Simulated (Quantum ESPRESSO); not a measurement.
# BP (F-43m): zone-centre phonons, part 2 of 4

Aim: the zone-centre modes of BP (F-43m).

Quantum ESPRESSO 7.5; DFT LDA, scalar-relativistic, plane waves, PseudoDojo norm-conserving pseudopotentials.

So far. Step 2 (A first look): A gap of 1.3 eV opens on this mesh, so the crystal is taken as an insulator; the start stands at -5.4 GPa. Step 4 (Self-consistent run for the response): The cell stands at -0.01 GPa, close enough for phonons.

**5. Linear response at Γ**

At q = 0 one unit cell holds all displacements; symmetry groups them into irreducible representations that are solved one by one. The response to a field gives ε∞ and the Born charges, which polar modes need.

ph.in reads:

```
phonons
&INPUTPH
  prefix = 'x'
  outdir = './tmp'
  fildyn = 'g.dyn'
  tr2_ph = 1.0d-18
  epsil  = .true.
/
0.000000000000 0.000000000000 0.000000000000
```

Started as:

```
> OMP_NUM_THREADS=1 mpirun -n 4 ph.x -nk 4 -in ph.in > ph.out
```

Output:

```text
[banners, grids, parts of the stress and lines that vanish by symmetry left out]
[banner, memory and clock lines left out]
Program PHONON v.7.5

     ./tmp/x.save/

     IMPORTANT: XC functional enforced from input :
     Exchange-correlation= PW
                           (   1   4   0   0   0   0   0)
     Any further DFT definition will be discarded
     Please, verify this is what you really want

     G-vector sticks info

     Reading collected, re-writing distributed wavefunctions in ./tmp/

     Number and degeneracy of irreps per q-point
       N         xq(1)         xq(2)         xq(3)   N irreps
       1   0.000000000   0.000000000   0.000000000       2
        3   3

     Calculation of q =    0.0000000   0.0000000   0.0000000

     phonons

     bravais-lattice index     =            0
     lattice parameter (alat)  =       5.9958  a.u.
     unit-cell volume          =     152.4179 (a.u.)^3
     number of atoms/cell      =            2
     number of atomic types    =            2
     kinetic-energy cut-off    =      84.0000  Ry
     charge density cut-off    =     336.0000  Ry
     convergence threshold     =      1.0E-18
     beta                      =       0.7000
     number of iterations used =            4
     Exchange-correlation= PW
                           (   1   4   0   0   0   0   0)

     celldm(1)=    5.99584  celldm(2)=    0.00000  celldm(3)=    0.00000
     celldm(4)=    0.00000  celldm(5)=    0.00000  celldm(6)=    0.00000

     crystal axes: (cart. coord. in units of alat)
               a(1) = ( -0.7071  0.0000  0.7071 )
               a(2) = (  0.0000  0.7071  0.7071 )
               a(3) = ( -0.7071  0.7071  0.0000 )

     reciprocal axes: (cart. coord. in units 2 pi/alat)
               b(1) = ( -0.7071 -0.7071  0.7071 )
               b(2) = (  0.7071  0.7071  0.7071 )
               b(3) = ( -0.7071  0.7071 -0.7071 )

     Atoms inside the unit cell:

     Cartesian axes

     site n.  atom      mass           positions (alat units)
        1  B      10.8100   tau(    1) = (    0.00000    0.00000    0.00000  )
        2  P      30.9738   tau(    2) = (   -0.35355    0.35355    0.35355  )

     Computing dynamical matrix for
                    q = (   0.0000000   0.0000000   0.0000000 )

     25 Sym.Ops. (with q -> -q+G )

     G cutoff =  305.9710  (  15905 G-vectors)     FFT grid: ( 36, 36, 36)
     number of k points=    72
                       cart. coord. in units 2pi/alat
        k(    1) = (   0.0000000   0.0000000   0.0000000), wk =   0.0011574
        k(    2) = (  -0.0589256   0.0589256  -0.0589256), wk =   0.0092593
        k(    3) = (  -0.1178511   0.1178511  -0.1178511), wk =   0.0092593
        [... further k-points left out ...]

     PseudoPot. # 1 for B  read from file:
     ./pseudo/B.upf
     Pseudo is Norm-conserving + core correction, Zval =  3.0
     Using radial grid of 1498 points,  4 beta functions with:
                l(1) =   0
                l(2) =   0
                l(3) =   1
                l(4) =   1

     PseudoPot. # 2 for P  read from file:
     ./pseudo/P.upf
     Pseudo is Norm-conserving + core correction, Zval =  5.0
     Using radial grid of 1298 points,  6 beta functions with:
                l(1) =   0
                l(2) =   0
                l(3) =   1
                l(4) =   1
                l(5) =   2
                l(6) =   2

     Mode symmetry, T_d (-43m)  point group:

     Electric field:
     Dielectric constant
     Born effective charges as d Force / d E

     Atomic displacements:
     There are    2 irreducible representations

     Representation     1      3 modes -  To be done

     Representation     2      3 modes -  To be done

     Alpha used in Ewald sum =   2.8000

     Electric Fields Calculation

      iter #   1   av.it.:   6.8
      thresh= 1.000E-02 alpha_mix =  0.700 |ddv_scf|^2 =  1.155E-07

      iter #   2   av.it.:  11.7
      thresh= 3.399E-05 alpha_mix =  0.700 |ddv_scf|^2 =  2.127E-09

      iter #   3   av.it.:  11.8
      thresh= 4.612E-06 alpha_mix =  0.700 |ddv_scf|^2 =  4.839E-11

      iter #   4   av.it.:  12.0
      thresh= 6.957E-07 alpha_mix =  0.700 |ddv_scf|^2 =  2.365E-13

      iter #   5   av.it.:  11.3
      thresh= 4.864E-08 alpha_mix =  0.700 |ddv_scf|^2 =  1.157E-14

      iter #   6   av.it.:  11.4
      thresh= 1.076E-08 alpha_mix =  0.700 |ddv_scf|^2 =  4.655E-17

      iter #   7   av.it.:  11.6
      thresh= 6.823E-10 alpha_mix =  0.700 |ddv_scf|^2 =  1.035E-18

      iter #   8   av.it.:  11.7
      thresh= 1.017E-10 alpha_mix =  0.700 |ddv_scf|^2 =  2.951E-21

     End of electric fields calculation

          Dielectric constant in cartesian axis

          (       9.159297086       0.000000000      -0.000000000 )
          (       0.000000000       9.159297086       0.000000000 )
          (      -0.000000000       0.000000000       9.159297086 )

          Effective charges (d Force / dE) in cartesian axis without acoustic sum rule applied (asr)

           atom    1  B     Mean Z*:       -0.64515
      Ex  (       -0.64515        0.00000       -0.00000 )
      Ey  (        0.00000       -0.64515        0.00000 )
      Ez  (       -0.00000        0.00000       -0.64515 )
           atom    2  P     Mean Z*:        0.64151
      Ex  (        0.64151        0.00000        0.00000 )
      Ey  (        0.00000        0.64151       -0.00000 )
      Ez  (        0.00000        0.00000        0.64151 )

          Effective charges Sum: Mean:       -0.00364
             -0.00364        0.00000        0.00000
              0.00000       -0.00364        0.00000
             -0.00000        0.00000       -0.00364

          Effective charges (d Force / dE) in cartesian axis with asr applied:
           atom    1  B     Mean Z*:       -0.64333
      E*x (       -0.64333        0.00000       -0.00000 )
      E*y (       -0.00000       -0.64333        0.00000 )
      E*z (       -0.00000        0.00000       -0.64333 )
           atom    2  P     Mean Z*:        0.64333
      E*x (        0.64333       -0.00000        0.00000 )
      E*y (        0.00000        0.64333       -0.00000 )
      E*z (        0.00000       -0.00000        0.64333 )

     Representation #   1 modes #   1   2   3

     Self-consistent Calculation

      iter #   1   av.it.:   6.7
      thresh= 1.000E-02 alpha_mix =  0.700 |ddv_scf|^2 =  4.139E-08

      iter #   2   av.it.:  11.8
      thresh= 2.034E-05 alpha_mix =  0.700 |ddv_scf|^2 =  9.426E-10

      iter #   3   av.it.:  11.8
      thresh= 3.070E-06 alpha_mix =  0.700 |ddv_scf|^2 =  6.044E-11

      iter #   4   av.it.:  11.5
      thresh= 7.774E-07 alpha_mix =  0.700 |ddv_scf|^2 =  1.532E-13

      iter #   5   av.it.:  11.6
      thresh= 3.914E-08 alpha_mix =  0.700 |ddv_scf|^2 =  5.702E-15

      iter #   6   av.it.:  12.0
      thresh= 7.551E-09 alpha_mix =  0.700 |ddv_scf|^2 =  1.402E-17

      iter #   7   av.it.:  11.9
      thresh= 3.745E-10 alpha_mix =  0.700 |ddv_scf|^2 =  5.871E-19

     End of self-consistent calculation

     Convergence has been achieved

     Representation #   2 modes #   4   5   6

     Self-consistent Calculation

      iter #   1   av.it.:   7.0
      thresh= 1.000E-02 alpha_mix =  0.700 |ddv_scf|^2 =  4.173E-08

      iter #   2   av.it.:  12.1
      thresh= 2.043E-05 alpha_mix =  0.700 |ddv_scf|^2 =  1.651E-10

      iter #   3   av.it.:  12.1
      thresh= 1.285E-06 alpha_mix =  0.700 |ddv_scf|^2 =  1.002E-11

      iter #   4   av.it.:  12.1
      thresh= 3.165E-07 alpha_mix =  0.700 |ddv_scf|^2 =  6.767E-14

      iter #   5   av.it.:  12.1
      thresh= 2.601E-08 alpha_mix =  0.700 |ddv_scf|^2 =  1.670E-15

      iter #   6   av.it.:  12.2
      thresh= 4.087E-09 alpha_mix =  0.700 |ddv_scf|^2 =  7.048E-18

      iter #   7   av.it.:  11.9
      thresh= 2.655E-10 alpha_mix =  0.700 |ddv_scf|^2 =  2.750E-19

     End of self-consistent calculation

     Convergence has been achieved

     Number of q in the star =    1
     List of q in the star:
          1   0.000000000   0.000000000   0.000000000

          Dielectric constant in cartesian axis

          (       9.159297086       0.000000000      -0.000000000 )
          (       0.000000000       9.159297086       0.000000000 )
          (      -0.000000000       0.000000000       9.159297086 )

          Effective charges (d Force / dE) in cartesian axis without acoustic sum rule applied (asr)

           atom    1  B     Mean Z*:       -0.64515
      Ex  (       -0.64515        0.00000       -0.00000 )
      Ey  (        0.00000       -0.64515        0.00000 )
      Ez  (       -0.00000        0.00000       -0.64515 )
           atom    2  P     Mean Z*:        0.64151
      Ex  (        0.64151        0.00000        0.00000 )
      Ey  (        0.00000        0.64151       -0.00000 )
      Ez  (        0.00000        0.00000        0.64151 )

          Effective charges Sum: Mean:       -0.00364
             -0.00364        0.00000        0.00000
              0.00000       -0.00364        0.00000
             -0.00000        0.00000       -0.00364

          Effective charges (d Force / dE) in cartesian axis with asr applied:
           atom    1  B     Mean Z*:       -0.64333
      E*x (       -0.64333        0.00000       -0.00000 )
      E*y (       -0.00000       -0.64333        0.00000 )
      E*z (       -0.00000        0.00000       -0.64333 )
           atom    2  P     Mean Z*:        0.64333
      E*x (        0.64333       -0.00000        0.00000 )
      E*y (        0.00000        0.64333       -0.00000 )
      E*z (        0.00000       -0.00000        0.64333 )

     Diagonalizing the dynamical matrix

     q = (    0.000000000   0.000000000   0.000000000 )

 **************************************************************************
     freq (    1) =      -0.015881 [THz] =      -0.529728 [cm-1]
     freq (    2) =      -0.015881 [THz] =      -0.529728 [cm-1]
     freq (    3) =      -0.015881 [THz] =      -0.529728 [cm-1]
     freq (    4) =      24.617863 [THz] =     821.163527 [cm-1]
     freq (    5) =      24.617863 [THz] =     821.163527 [cm-1]
     freq (    6) =      24.617863 [THz] =     821.163527 [cm-1]
 **************************************************************************

     Mode symmetry, T_d (-43m)  point group:

     freq (   1-   3) =         -0.5  [cm-1]   --> T_2  G_15 P_4   I+R
     freq (   4-   6) =        821.2  [cm-1]   --> T_2  G_15 P_4   I+R
```

It took 45 s on 4 MPI ranks of Intel Xeon Platinum 8375C at 2.90GHz (Ice Lake), shared host.

This step gave:

```yaml
miss_of_the_charge_sum_rule: 0.003640 e
largest_acoustic_frequency_at_the_zone_centre_before_the_sum_rule: -0.53 cm⁻¹
highest_optical_zone_centre_mode_no_lo_to_term: 821.2 cm⁻¹
lowest_optical_zone_centre_mode: 821.2 cm⁻¹
mean_high_frequency_dielectric_constant: 9.159
largest_born_charge_in_size_third_of_the_trace: 0.6452 e
```

Born charge (rows field, columns displacement), before the sum rule (e), principal values of the symmetric part by kind of site:

```
atom  atoms with these values      low   middle     high     mean
  B1                        1  -0.6452  -0.6452  -0.6452  -0.6452
  P2                        1   0.6415   0.6415   0.6415   0.6415
```

In full for P2:

```
0.6415 0.0000 0.0000
0.0000 0.6415 0.0000
0.0000 0.0000 0.6415
```

High-frequency dielectric tensor:

```
9.16 0.00 0.00
0.00 9.16 0.00
0.00 0.00 9.16
```

The acoustic modes at Γ come out as far as 0.5 cm⁻¹ from zero, where they should vanish, a small numerical error; the Born charges miss their sum rule by 0.0036 e, which is good.

**6. Modes with the sum rule**

A rigid shift of the crystal must cost nothing, but grids and finite bases break this; the acoustic sum rule is imposed before the matrix is diagonalised again. With Born charges the intensities follow, and the static dielectric tensor.

dynmat.in reads:

```
&INPUT
  fildyn = 'g.dyn'
  asr    = 'simple'
  fileig = 'dynmat.eig'
  lperm  = .true.
/
```

Started as:

```
> dynmat.x -in dynmat.in > dynmat.out
```

Output:

```text
[banner, memory and clock lines left out]
Program DYNMAT v.7.5

     Reading Dynamical Matrix from file g.dyn
     ...Force constants read
     ...epsilon and Z* read
     A direction for q was not specified:TO-LO splitting will be absent

     Polarizability (A^3 units)
     multiply by 0.268834 for Clausius-Mossotti correction
        14.665007    0.000000   -0.000000
         0.000000   14.665007    0.000000
        -0.000000    0.000000   14.665007

     IR activities are in (D/A)^2/amu units

# mode   [cm-1]    [THz]      IR
    1      0.00    0.0000    0.0000
    2      0.00    0.0000    0.0000
    3      0.00    0.0000    0.0000
    4    821.16   24.6179    1.1916
    5    821.16   24.6179    1.1916
    6    821.16   24.6179    1.1916

Electronic dielectric permittivity tensor (relative, adimensional)
         9.159297    0.000000   -0.000000
         0.000000    9.159297    0.000000
        -0.000000    0.000000    9.159297

 ... with zone-center polar mode contributions
         9.326166    0.000000    0.000000
         0.000000    9.326166    0.000000
         0.000000    0.000000    9.326166
```

It took 0.64 s on 1 thread.

This step gave:

```
mean static dielectric constant : 9.326
```

Unit eigenvectors of the mass-weighted matrix after the sum rule; no LO-TO term. The modes at Γ (shares of kinetic energy by element, %):

```
mode  frequency (cm⁻¹)  symmetry  B %  P %
   1               0.0  acoustic   26   74
   2               0.0  acoustic   26   74
   3               0.0  acoustic   26   74
   4             821.2        T2   74   26
   5             821.2        T2   74   26
   6             821.2        T2   74   26
```

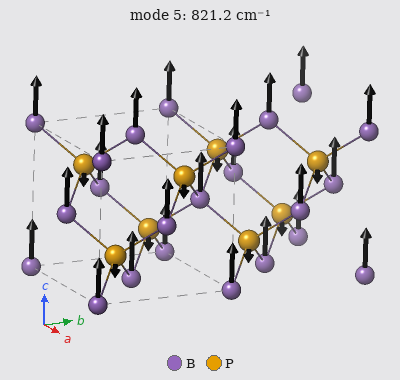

Displacement patterns of mode 5 at Γ; arrows are exaggerated. Bonds to atoms that aren't drawn are left out. 1×2×1 conventional cells are drawn. Some periodic images of atoms are drawn too.

Degenerate modes summed, no LO-TO term. Infrared lines, with heights relative to the strongest:

```
position (cm⁻¹)  lines merged  label  IR intensity, relative
            821             3     T2                     100
```

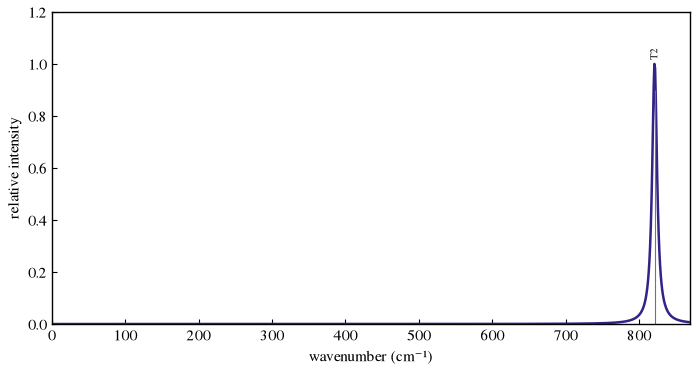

The infrared spectrum, broadened with Lorentzians of width 8 cm⁻¹; bars mark the lines.

Static dielectric tensor (ions relaxed, fixed cell):

```
9.33 0.00 0.00
0.00 9.33 0.00
0.00 0.00 9.33
```

The rule moves no optical mode by more than 0.1 cm⁻¹.

**7. Modes along a direction of q (1 0 0)**

A longitudinal polar mode sets up a macroscopic field that stiffens it; the term hangs on the direction from which q goes to zero.

dynmat.in reads:

```
&INPUT
  fildyn = 'g.dyn'
  asr    = 'simple'
  fileig = 'dynmat.eig'
  q(1)   = 1.0
  q(2)   = 0.0
  q(3)   = 0.0
/
```

Started as:

```
> dynmat.x -in dynmat.in > dynmat.out
```

Output:

```text
[banner, memory and clock lines left out]
Program DYNMAT v.7.5

     Reading Dynamical Matrix from file g.dyn
     ...Force constants read
     ...epsilon and Z* read

     Polarizability (A^3 units)
     multiply by 0.268834 for Clausius-Mossotti correction
        14.665007    0.000000   -0.000000
         0.000000   14.665007    0.000000
        -0.000000    0.000000   14.665007

     IR activities are in (D/A)^2/amu units

# mode   [cm-1]    [THz]      IR
    1      0.00    0.0000    0.0000
    2      0.00    0.0000    0.0000
    3      0.00    0.0000    0.0000
    4    821.16   24.6179    1.1916
    5    821.16   24.6179    1.1916
    6    828.61   24.8411    1.1916
```

Run time: 0.66 s. Hardware: 1 thread.

Read from the output:

| Property | Result |
| --- | --- |
| highest mode moved by the LO-TO term | 828.6 cm⁻¹ |

Zone-centre frequencies as printed; negative means imaginary. Modes:

```
mode  frequency (cm⁻¹)
   1                 0
   2                 0
   3                 0
   4             821.2
   5             821.2
   6             828.6
```

The field moves one mode, from 821 to 829 cm⁻¹; the others stay.

**8. Ground state, volume × 0.94**

Bonds stiffen under compression, so frequencies follow the volume; the atoms are not relaxed anew.

scf.in reads:

```
&CONTROL
  calculation = 'scf'
  prefix      = 'x'
  outdir      = './tmp'
  pseudo_dir  = './pseudo'
  tprnfor     = .true.
  tstress     = .true.
/
&SYSTEM
  ibrav       = 0
  nat         = 2
  ntyp        = 2
  ecutwfc     = 84.0
  occupations = 'fixed'
  nbnd        = 6
/
&ELECTRONS
  conv_thr         = 1.0d-12
  mixing_beta      = 0.7
  electron_maxstep = 100
/
ATOMIC_SPECIES
 B      10.8100  B.upf
 P      30.9738  P.upf
CELL_PARAMETERS angstrom
    -2.197754018    0.000000000    2.197754018
     0.000000000    2.197754018    2.197754018
    -2.197754018    2.197754018    0.000000000
ATOMIC_POSITIONS crystal
 B      0.000000000   0.000000000   0.000000000
 P      0.250000000   0.250000000   0.250000000
K_POINTS automatic
 12 12 12 0 0 0
```

Started as:

```
> OMP_NUM_THREADS=1 mpirun -n 4 pw.x -nk 4 -in scf.in > scf.out
```

Output:

```text
[banners, grids, parts of the stress and lines that vanish by symmetry left out]
[banner, memory and clock lines left out]
Program PWSCF v.7.5

[...]
kinetic-energy cutoff     =      84.0000  Ry
     charge density cutoff     =     336.0000  Ry
     scf convergence threshold =      1.0E-12
[...]
Exchange-correlation= SLA  PW   NOGX NOGC
                           (   1   4   0   0   0   0   0)
[...]
24 Sym. Ops. (no inversion) found
[...]
number of k points=    72
[...]
End of self-consistent calculation
[...]
highest occupied, lowest unoccupied level (ev):    10.3546   11.4349
!    total energy              =     -19.88854771 Ry
[...]
convergence has been achieved in  11 iterations
[...]
atom    1 type  1   force =     0.00000000    0.00000000   -0.00000000
     atom    2 type  2   force =     0.00000000    0.00000000    0.00000000
     Total force =     0.000000     Total SCF correction =     0.000000
[...]
total   stress  (Ry/bohr**3)                   (kbar)     P=      121.19
[...]
XML data file, charge density, pseudopotentials, collected wavefunctions
```

It took 5 s on 4 MPI ranks.

Read from the output:

```
volume per atom   : 10.62 Å³
pressure          : 12.12 GPa
gap on the k-mesh : 1.080 eV
```

(Part 2 of 4 ends here.)

[Host names and launcher messages were left out of these logs when they were recorded.]

[Logs are printed without paths, hosts, clocks, repeated set-up lines and the standing remarks that a program may print on its own settings, such as how far it seeks lower states.]

[Hosts, paths, dates, database ids (printed as entryN), source tags and the programs' standing remarks are cut or masked in the printed files.]
